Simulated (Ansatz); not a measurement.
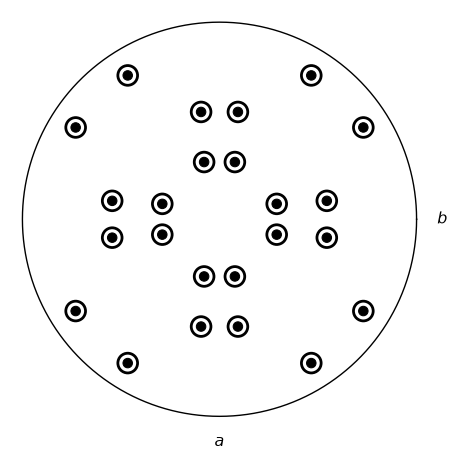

Stereographic projection: filled dots lie in the upper hemisphere, open rings in the lower. The c axis points at the viewer. The poles are all faces of one general form. Computed from the symmetry operations of a computed or model structure of composition Cu, which need not be its known form.

Which point group is this?

Answer. m-3m (Oh), order 48, cubic system: three fourfold axes, four threefold axes, six twofold axes, nine mirror planes, an inversion centre.

Can such a crystal be piezoelectric, pyroelectric or chiral?

Answer. It is centrosymmetric, so neither piezoelectric nor pyroelectric; it is not chiral.
